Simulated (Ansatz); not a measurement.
The calculation's input:

```
crystal:
  lattice:
    - [3.1232182708, 0.0, 0.0]
    - [-1.5616091354, 2.704786364, 0.0]
    - [0.0, 0.0, 11.9914053753]
  atoms:
    - { symbol: Mo, position: [0.1110658068, 0.6666666667, 0.25] }
    - { symbol: Mo, position: [0.8889341932, 0.3333333333, 0.75] }
    - { symbol: S, position: [0.5540821037, 0.6666666667, 0.6204968003] }
    - { symbol: S, position: [0.4459178963, 0.3333333333, 0.1204968003] }
    - { symbol: S, position: [0.5540821037, 0.6666666667, 0.8795031997] }
    - { symbol: S, position: [0.4459178963, 0.3333333333, 0.3795031997] }
basis:
  ecutwfc: 420
kpoints:
  mp_grid: { grid: [12, 12, 4] }
hamiltonian:
  xc: pbe
  pseudopotentials: { kind: paw, azcp: { folder: soft_1 } }
  dispersion: d3bj
scf:
  occupations: { method: gaussian, width: 0.05 }
output:
  forces: true
  stress: true
  eigenvalues: true
  write_density: true
  write_potential: true
  elf: true
  volumetric_format: npy
```

Launched as:

```sh
ansatz run input.yaml --threads 2 --pin off --max-ram 4096MiB --backend cpu --events-out ev --progress --plain --runs-dir out
```

Below, planes, directions and counts refer to the conventional cell (a = 3.12 Å, b = 11.99 Å, c = 3.12 Å, α = 90.00°, β = 120.00°, γ = 90.00°).

Space group P2₁/m; a point of a scan over the structure, not its minimum; changed on purpose from its base cell (mode 4 frozen in at -0.700 Å, equal normal strain along x, y and z -0.0083); computed pressure about 5 GPa in this cell; computed without spin polarisation; PAW files of the earlier set (soft_1).

These are results of DFT PBE+D3(BJ), scalar-relativistic, plane waves, PAW in Ansatz, not measurements.

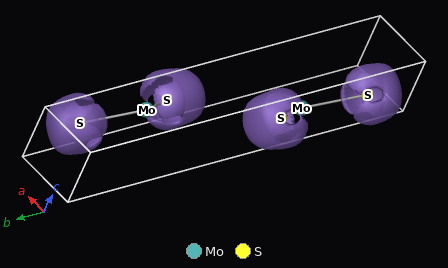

MoS2. Isosurface of the electron localisation function at 0.8 (purple), seen at an oblique angle. Core shells and regions of very low density are left out. Sticks mark near contacts.

Question: Where are the electrons localised?

Answer: The surface consists of four regions wrapped around S (the valence shell of each), counted in one cell of 6 atoms. Any copies at cell faces, edges or corners count once. Along the contacts the grid gives the following. Mo–S (2.38 Å): the ELF peaks at about 0.85 in the valence shell of S, 0.8 Å from its nucleus, and is about 0.45 at the midpoint.
